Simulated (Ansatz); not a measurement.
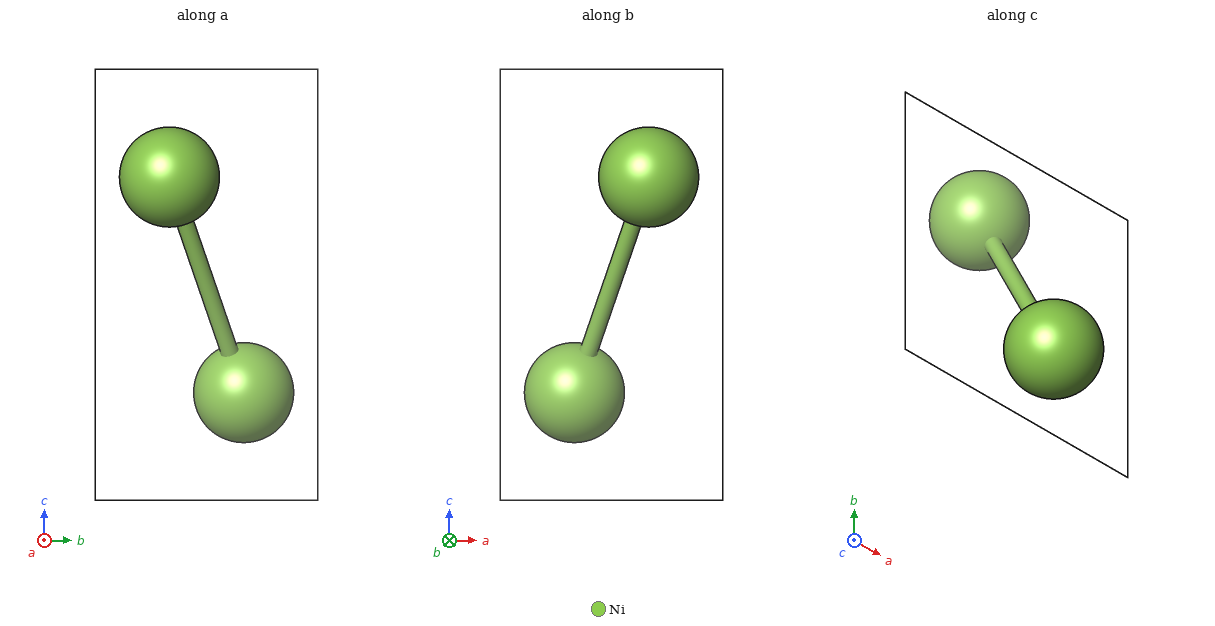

Shown here is a ball-and-stick view of the crystal, taken along the a axis, along the b axis and along the c axis. The edges of the conventional unit cell are marked.

Lattice parameters: a = 2.3375 Å, b = 2.3375 Å, c = 3.9188 Å, α = 90.000°, β = 90.000°, γ = 120.000°.

### Transcribe the picture into a CIF with its space group and independent sites.

```cif
data_structure
_symmetry_space_group_name_H-M 'P 63/m m c'
_symmetry_Int_Tables_number 194
_cell_length_a 2.3375
_cell_length_b 2.3375
_cell_length_c 3.9188
_cell_angle_alpha 90.000
_cell_angle_beta 90.000
_cell_angle_gamma 120.000
_cell_volume 18.54
loop_
_atom_site_label
_atom_site_type_symbol
_atom_site_symmetry_multiplicity
_atom_site_Wyckoff_symbol
_atom_site_fract_x
_atom_site_fract_y
_atom_site_fract_z
_atom_site_occupancy
Ni1 Ni 2 c 0.3333 0.6667 0.2500 1
```

The structure comes from a structure type filled with this element by a generator (whether the element takes this form wasn't checked). Earlier steps of the study may have refined or changed the cell and positions. It was the input of a calculation with Ansatz.

At this level of theory the cell isn't at rest (compressed, at 38 GPa), so its distances can differ from those at equilibrium, the more so the softer the solid.
